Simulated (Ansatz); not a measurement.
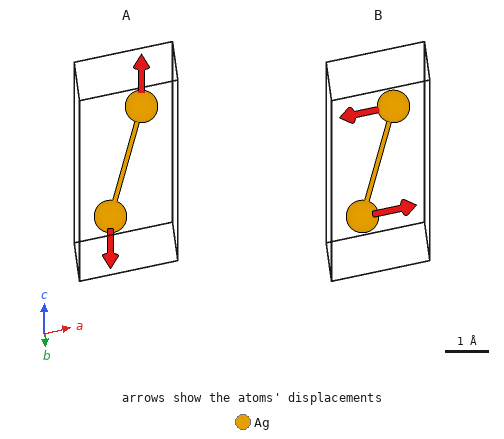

Modes of solid Ag relaxed at 35 GPa, space group P6₃/mmc (No. 194), at the zone centre (one member of each degenerate set). The red arrows give the relative displacements of the atoms. The picture is a ball-and-stick view of the cell of the calculation, seen from a free direction.

Computed with DFT PBE, scalar-relativistic, plane waves, PAW in Ansatz 0.2.0.

The frequencies depend somewhat on the k-mesh and the smearing.

Question: Which are infrared-active and which Raman-active?

Answer: A is B₁g, silent by symmetry (neither infrared- nor Raman-active) (259 cm⁻¹). B is E₂g, Raman-active by symmetry (97 cm⁻¹). The crystal has a centre of inversion, so no mode is both. In a metal the free carriers screen the infrared response.
